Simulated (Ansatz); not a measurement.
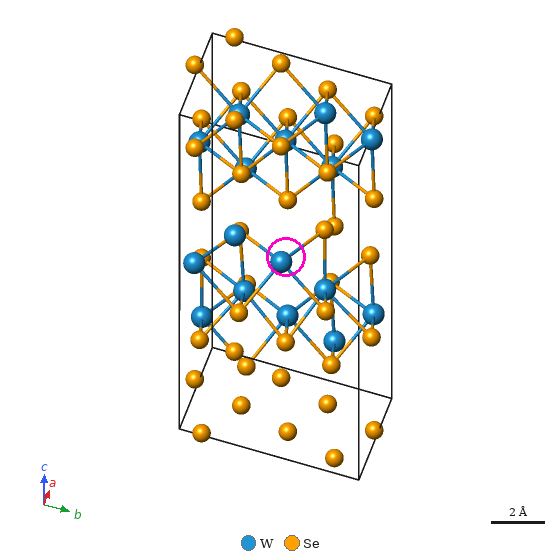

Crystal structure, ball-and-stick style, seen from a general direction. The edges of the supercell are marked. The host is WSe2, in a cell of 42 sites, and the cell carries a charge of +1. A ring marks the defect's site.

How does this supercell depart from the perfect host?

A selenium vacancy. Around the empty site lie three W at about 2.5 Å.

Results below were computed with Ansatz 0.2.0, DFT PBE+D3(BJ), scalar-relativistic, plane waves, PAW; the settings were plane waves to 420 eV, a 2×2×2 k-point grid, Gaussian smearing of 0.01 eV, collinear spins.

Is a magnetic moment found?

Yes, 0.2 μB in the cell.

The atoms were relaxed in the host's cell with DFT PBE+D3(BJ), scalar-relativistic, plane waves, PAW (Ansatz 0.2.0).
